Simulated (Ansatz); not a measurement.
Input

```
crystal:
  lattice:
    - [3.89538318, 0.0, 0.0]
    - [0.0, 3.89538318, 0.0]
    - [0.0, 0.0, 8.32602421]
  atoms:
    - { symbol: Ti, position: [0.0, 0.0, 0.5] }
    - { symbol: Ti, position: [0.5, 0.5, 0.0] }
    - { symbol: Ti, position: [0.5, 0.5, 0.5] }
    - { symbol: Al, position: [0.0, 0.5, 0.25048797] }
    - { symbol: Al, position: [0.0, 0.5, 0.74951203] }
    - { symbol: Al, position: [0.5, 0.0, 0.25048797] }
    - { symbol: Al, position: [0.5, 0.0, 0.74951203] }
    - { symbol: Al, position: [0.0, 0.0, 0.0] }
basis:
  ecutwfc: 420
kpoints:
  mp_grid: { grid: [10, 10, 4] }
hamiltonian:
  xc: lda
scf:
  occupations: { method: gaussian, width: 0.1 }
output:
  forces: true
  stress: true
  eigenvalues: true
  write_density: true
  write_potential: true
  elf: true
  volumetric_format: npy
relax:
  adjacent_minimum: "off"
  f_tol: 0.005
  max_steps: 80
  cell: { stress_tol: 0.05 }
```

Launched as:

```sh
ansatz run input.yaml --threads 2 --pin off --max-ram 6144MiB --backend cpu --events-out ev --progress --plain --runs-dir out
```

Below, planes, directions and counts refer to the conventional cell (a = 3.84 Å, b = 3.84 Å, c = 8.22 Å, α = 90.00°, β = 90.00°, γ = 90.00°).

The fields are those of the run's last geometry, not of the input's.

Space group P4/mmm; a structure from a database of computed crystals, not necessarily the ambient phase; computed without spin polarisation.

All numbers below come from Ansatz 0.2.0, DFT LDA, scalar-relativistic, plane waves, PAW.

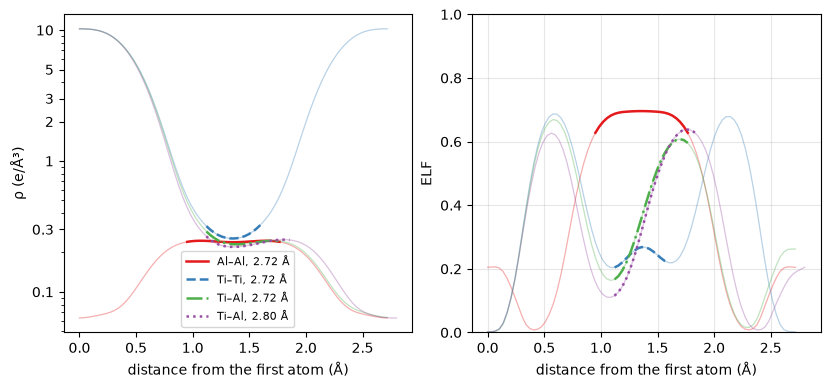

Ti₃Al₅. Valence electron density and electron localisation function along straight lines between neighbouring atoms. Thin, pale parts lie inside the atomic spheres.

The density is the valence pseudo-density of a PAW calculation; it isn't the true density close to the nuclei.

Question: What can be read from the curves?

Answer: Al–Al (2.72 Å): the density is about 0.24 e/Å³ at the midpoint; the ELF peaks at about 0.70 between the atoms.
Ti–Ti (2.72 Å): ρ is about 0.26 e/Å³ halfway; the ELF is about 0.25 at the midpoint: no localised pair shows between them.
Ti–Al (2.72 Å): ρ at the midpoint is about 0.23 e/Å³; the ELF is about 0.35 at the midpoint.
Ti–Al (2.80 Å): ρ at the midpoint is about 0.22 e/Å³; the ELF is about 0.35 at the midpoint.
